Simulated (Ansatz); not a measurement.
**Geometry relaxation, with input and output: TiO2 (part 2 of 2)**

Continued. System: TiO2 (I4₁/amd, 6 atoms in the cell). Method: DFT PBE, scalar-relativistic, plane waves, PAW, no spin polarisation (Ansatz 0.2.0); cutoff 420 eV, 10×10×10 k-mesh, Gaussian smearing of 0.02 eV. The structure derives from a Materials Project entry.

Geometry of the input (Å; fractional positions):
```
-1.8913  1.8913  4.8075
1.8913  -1.8913  4.8075
1.8913  1.8913  -4.8075
Ti 0.0000  0.0000  0.0000
Ti 0.7500  0.2500  0.5000
O  0.9572  0.4572  0.5000
O  0.2072  0.2072  0.0000
O  0.5428  0.0428  0.5000
O  0.7928  0.7928  0.0000
```

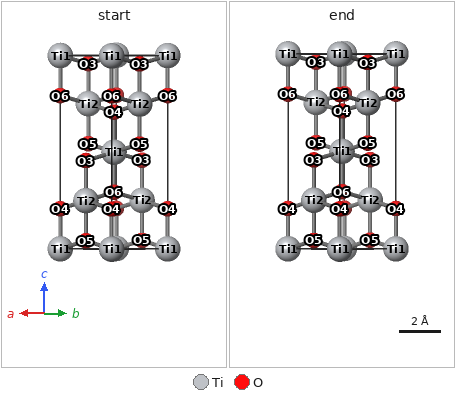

**Figure 1.** Before (left) and after (right) the relaxation, at one scale (ball-and-stick view of the cell 2 times as large as that of the calculation, set on its symmetry axes, seen at an oblique angle). Over 3 geometry steps the energy falls by 2.0 meV per atom. The largest force component goes from 0.048 to 0.0012 eV/Å. Pressure: 3.41 GPa at the start and 0.01 GPa at the end. The basis was re-selected once at an unchanged geometry, which shifts the energy a little without any move. The largest moves relative to the cell, 0.007 Å, are those of O3, O4, O5 and O6. Ti stays in place. The volume changes by +1.8 %, with a = b 3.783 → 3.799 Å (+0.4 %), c 9.615 → 9.698 Å (+0.9 %). Among the contacts that change: Ti1–O4 1.992 → 2.002 Å, Ti1–O3 1.936 → 1.946 Å. The space group stays I4_1/amd (No. 141). The energy change given includes the shifts at the re-selections in mid-walk, which come without any move. A last SCF at the same geometry on a re-selected plane-wave basis shifts the energy by next to nothing (0.0 meV per atom). (Atoms are counted from 1 in the order of the input.)

```
basis re-selected at this cell: Δ(F+E_penalty+E_count) = -2.488e-4 eV, ΔP = +0.004 GPa vs the last step (what re-selecting the basis moved, of the pressure what is left beyond the Pulay correction that the steps carried, after the strain that the cell walked since its last selection, with what the two solves' SCF thresholds leave and, on support functions, any second-order correction that the steps lacked; it is no measure of the basis error at this ecutwfc). This SCF's stress stands 4.27e-2 GPa from its target on what of the cell is left free (relax.cell.stress_tol is 5.00e-2 GPa) and its largest allowed force component is 1.21e-3 eV/Å (relax.f_tol is 5.00e-3 eV/Å): within both
SCF converged after 6 iterations
Free energy (F): -7277.499881 eV
Harris-Foulkes:  -7277.499881 eV  (|F-HF|=2.55e-11)
Internal energy: -7277.499881 eV  (E = F + TS)
E sigma→0 (E₀):  -7277.499881 eV
Fermi energy:    8.031777 eV
--- Per-component energies (eV) ---
  E_band       = -471.277997
  E_kinetic    = 1244.866128
  E_local      = -3616.079413  (includes V_loc(G=0)·N_el)
  E_nonlocal   = 196.372323
  E_hartree    = 1401.054517
  E_xc         = -492.101567
  E_vxc        = -623.122974  (∫ρ·V_xc dr)
  E_paw        = -2721.733817  (= ΣΔE_a)
  E_vpaw       = -475.433290  (= ΣTr[D̂ρ^β])
  E_aug_tail   = 0.010155  (compensation charges beyond the density's cutoff)
  E_ewald      = -3289.888206
  E_smearing   = -0.000000  (= −TS)
  E_closure    = 0.000000  (closes the sum)
  Σ components = -7277.499881   (vs F -7277.499881, Δ=0.00e0)
--- Forces (eV/Å), atoms counted from 1 ---
  atom   1  Ti     0.00000000     0.00000000    -0.00000000
  atom   2  Ti     0.00000000     0.00000000     0.00000000
  atom   3  O     -0.00000000     0.00000000     0.00121004
  atom   4  O      0.00000000     0.00000000     0.00121004
  atom   5  O     -0.00000000     0.00000000    -0.00121004
  atom   6  O      0.00000000     0.00000000    -0.00121004
  max |Σ_I F_I| component: 6.72e-18 eV/Å
--- Stress (GPa, compression-positive) ---
       -0.006595      -0.000000       0.000000
       -0.000000      -0.006595      -0.000000
        0.000000      -0.000000       0.042668
  P = ⅓ Tr σ = 0.0098 GPa (0.098 kbar)
--- Band table (eV; the first three rows and the last of 102) ---
  k-point 0: bands = ["-49.4288", "-49.3770", "-25.8692", "-25.6527", "-25.6527", "-25.5907", "-25.5907", "-25.5140", "-10.5818", "-9.5620", "-9.4885", "-9.1078", "3.0921", "3.1959", "3.1959", "3.5992", "4.9839", "4.9839", "5.0111", "6.1820", "6.1820", "6.1906", "6.5542", "6.5542", "9.0993", "9.7675", "10.9560", "10.9560", "10.9616", "10.9616"]
  k-point 1: bands = ["-49.4272", "-49.3779", "-25.8680", "-25.6692", "-25.6585", "-25.6000", "-25.5911", "-25.5112", "-10.4896", "-9.5073", "-9.4498", "-9.0839", "2.9968", "3.0803", "3.0863", "3.6136", "4.7909", "5.0728", "5.1208", "5.9631", "5.9821", "6.0955", "6.2370", "6.6691", "9.5077", "9.8301", "10.5330", "10.7377", "10.7945", "10.9070"]
  k-point 2: bands = ["-49.4225", "-49.3806", "-25.8649", "-25.7089", "-25.6730", "-25.6245", "-25.5900", "-25.5091", "-10.2351", "-9.3698", "-9.3436", "-9.0234", "2.6289", "2.8478", "3.0395", "3.7096", "4.3879", "4.8723", "5.0807", "5.3417", "5.4058", "5.8482", "6.3823", "6.7739", "9.8654", "10.0888", "10.2570", "10.5613", "10.6013", "11.0310"]
  k-point 101: bands = ["-49.4030", "-49.4030", "-25.6945", "-25.6945", "-25.6732", "-25.6732", "-25.5700", "-25.5700", "-10.0368", "-10.0368", "-9.3555", "-9.3555", "3.2735", "3.2735", "3.3445", "3.3445", "5.0053", "5.0053", "5.6446", "5.6446", "5.7408", "5.7408", "6.8728", "6.8728", "9.4226", "9.4226", "10.6839", "10.6839", "11.2432", "11.2432"]
--- Relaxed structure (4 steps of the walk, 4 accepted, 2 SCFs on fresh bases) ---
  F+E_penalty+E_count = -7277.49988148 eV   max|allowed force component| = 1.210e-3 eV/Å   (the final SCF, on the basis selected at the relaxed cell)
  cell:  # Å, volume = 69.9883 Å³
    - [-1.8995999930770222, 1.8995999930770222, 4.848873200860123]
    - [1.8995999930770222, -1.8995999930770222, 4.848873200860123]
    - [1.8995999930770222, 1.8995999930770222, -4.848873200860123]
  atoms:
    - { symbol: Ti, position: [-1.503483777565622e-20, -1.5034837775656148e-20, 1.0819717644899567e-34] }
    - { symbol: Ti, position: [0.75, 0.25, 0.49999999999999994] }
    - { symbol: O, position: [0.9564814577089626, 0.4564814577089626, 0.49999999999999994] }
    - { symbol: O, position: [0.20648145770896262, 0.20648145770896262, 4.752272043033675e-35] }
    - { symbol: O, position: [0.5435185422910374, 0.04351854229103744, 0.5] }
    - { symbol: O, position: [0.7935185422910375, 0.7935185422910375, 6.164526951922566e-35] }
```

## Trajectory as extended XYZ (Å, eV, eV/Å), 6 frames, from step=1 to step=6
```
6
Lattice="-1.8913 1.8913 4.8075 1.8913 -1.8913 4.8075 1.8913 1.8913 -4.8075" Properties=species:S:1:pos:R:3:forces:R:3 step=1 energy=-7277.48781 pressure_GPa=3.41
Ti    0.0000    0.0000    0.0000    0.0000   0.0000   0.0000
Ti    0.0000    1.8913    2.4038    0.0000   0.0000   0.0000
O     0.0000    1.8913    4.3955    0.0000   0.0000   0.0481
O     0.0000    0.0000    1.9918    0.0000   0.0000   0.0481
O     0.0000    1.8913    0.4120    0.0000   0.0000  -0.0481
O     0.0000    0.0000    7.6232    0.0000   0.0000  -0.0481
6
Lattice="-1.8974 1.8974 4.8313 1.8974 -1.8974 4.8313 1.8974 1.8974 -4.8313" Properties=species:S:1:pos:R:3:forces:R:3 step=2 energy=-7277.49501 pressure_GPa=0.98
Ti    0.0000    0.0000    0.0000    0.0000   0.0000   0.0000
Ti    0.0000    1.8974    2.4157    0.0000   0.0000   0.0000
O     0.0000    1.8974    4.4144    0.0000   0.0000   0.0081
O     0.0000    0.0000    1.9988    0.0000   0.0000   0.0081
O     0.0000    1.8974    0.4169    0.0000   0.0000  -0.0081
O     0.0000    0.0000    7.6639    0.0000   0.0000  -0.0081
6
Lattice="-1.8998 1.8998 4.8429 1.8998 -1.8998 4.8429 1.8998 1.8998 -4.8429" Properties=species:S:1:pos:R:3:forces:R:3 step=3 energy=-7277.49463 pressure_GPa=0.01
Ti    0.0000    0.0000    0.0000    0.0000   0.0000   0.0000
Ti    0.0000    1.8998    2.4214    0.0000   0.0000   0.0000
O     0.0000    1.8998    4.4230    0.0000   0.0000  -0.0026
O     0.0000    0.0000    2.0016    0.0000   0.0000  -0.0026
O     0.0000    1.8998    0.4198    0.0000   0.0000   0.0026
O     0.0000    0.0000    7.6842    0.0000   0.0000   0.0026
6
Lattice="-1.8998 1.8998 4.8429 1.8998 -1.8998 4.8429 1.8998 1.8998 -4.8429" Properties=species:S:1:pos:R:3:forces:R:3 step=4 energy=-7277.49987 pressure_GPa=0.15
Ti    0.0000    0.0000    0.0000    0.0000   0.0000   0.0000
Ti    0.0000    1.8998    2.4214    0.0000   0.0000   0.0000
O     0.0000    1.8998    4.4230    0.0000   0.0000  -0.0025
O     0.0000    0.0000    2.0016    0.0000   0.0000  -0.0025
O     0.0000    1.8998    0.4198    0.0000   0.0000   0.0025
O     0.0000    0.0000    7.6842    0.0000   0.0000   0.0025
6
Lattice="-1.8996 1.8996 4.8489 1.8996 -1.8996 4.8489 1.8996 1.8996 -4.8489" Properties=species:S:1:pos:R:3:forces:R:3 step=5 energy=-7277.49963 pressure_GPa=0.01
Ti    0.0000    0.0000    0.0000    0.0000   0.0000   0.0000
Ti    0.0000    1.8996    2.4244    0.0000   0.0000   0.0000
O     0.0000    1.8996    4.4268    0.0000   0.0000   0.0012
O     0.0000    0.0000    2.0024    0.0000   0.0000   0.0012
O     0.0000    1.8996    0.4220    0.0000   0.0000  -0.0012
O     0.0000    0.0000    7.6953    0.0000   0.0000  -0.0012
6
Lattice="-1.8996 1.8996 4.8489 1.8996 -1.8996 4.8489 1.8996 1.8996 -4.8489" Properties=species:S:1:pos:R:3:forces:R:3 step=6 energy=-7277.49988 pressure_GPa=0.01
Ti    0.0000    0.0000    0.0000    0.0000   0.0000   0.0000
Ti    0.0000    1.8996    2.4244    0.0000   0.0000   0.0000
O     0.0000    1.8996    4.4268    0.0000   0.0000   0.0012
O     0.0000    0.0000    2.0024    0.0000   0.0000   0.0012
O     0.0000    1.8996    0.4220    0.0000   0.0000  -0.0012
O     0.0000    0.0000    7.6953    0.0000   0.0000  -0.0012
```

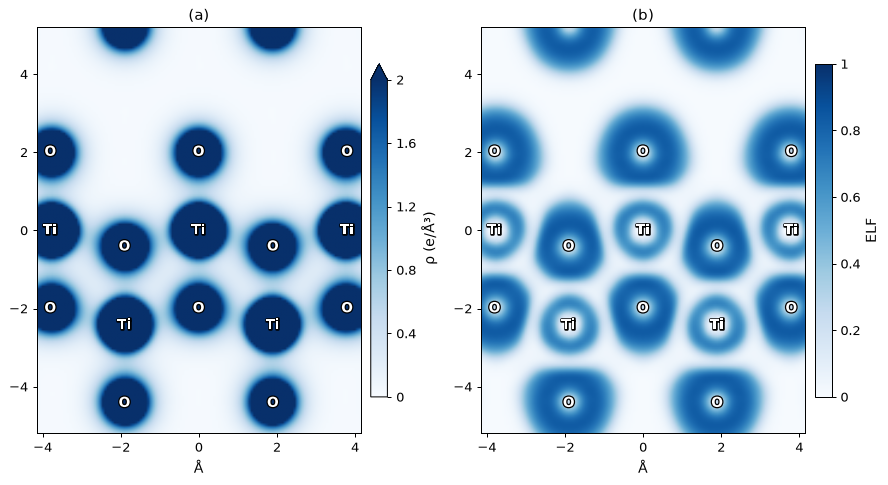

**Figure 2.** (a) valence pseudo-density; (b) electron localisation function on the (010) plane of the conventional cell. Atoms in the plane: Ti and O. Ti–O (1.95 Å): the density is about 0.72 e/Å³ at the midpoint; the ELF is about 0.20 at the midpoint. Ti–O (2.00 Å): the density is about 0.64 e/Å³ at the midpoint; the ELF is about 0.20 at the midpoint. Away from the nuclei the density in this plane falls to 0.02 e/Å³ at its lowest. The strong features right at Ti lie inside the PAW spheres (semicore, d or f shells) and say nothing about bonding. Core electrons are frozen (PAW), so the fields are smoothed inside the atomic spheres.

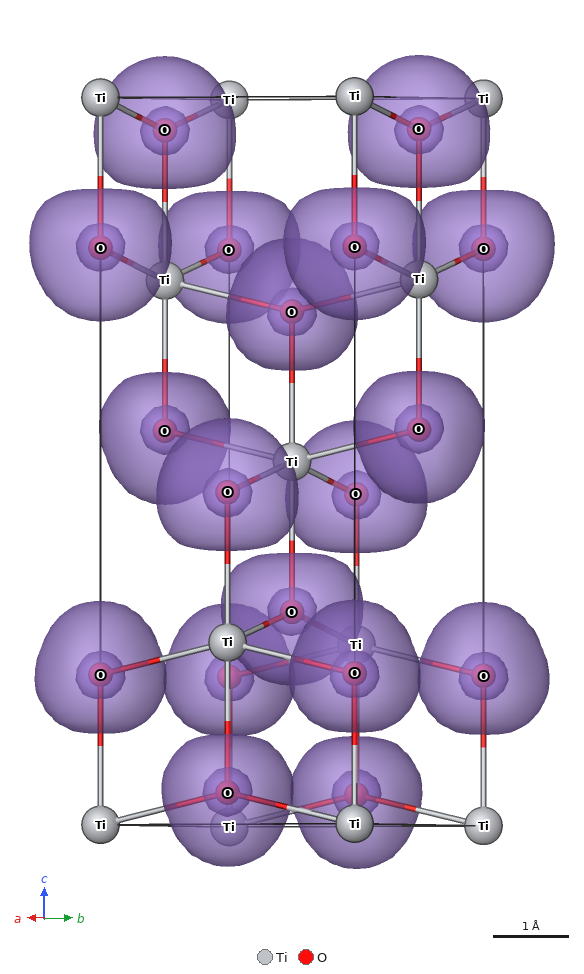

**Figure 3.** Isosurface of the electron localisation function at 0.65 (purple), seen at an oblique angle. Only the valence region is drawn (cores and ρ < 0.01 e/Å³ removed). Sticks mark near contacts. The outline is the cell set on symmetry axes. Profiles from the grid: Ti–O (1.95 Å): the ELF is about 0.20 at the midpoint. Ti–O (2.00 Å): the ELF is about 0.20 at the midpoint.

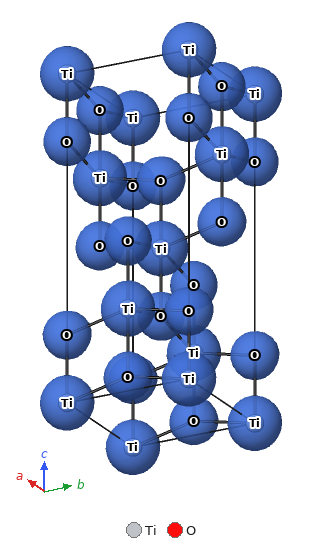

**Figure 4.** Isosurface of the valence pseudo-density at 1.5 e/Å³ (blue), seen at an oblique angle. Sticks mark near contacts. The outline is the cell set on symmetry axes. At this value the density breaks into separate islands; it holds about 65 % of the electrons treated as valence (semicore included). It is pinched off along the Ti–O (1.95 Å) and Ti–O (2.00 Å) contacts. On the grid the lowest density along these lines, outside the cores, is 0.72 e/Å³ (Ti–O, 1.95 Å) and 0.64 e/Å³ (Ti–O, 2.00 Å).
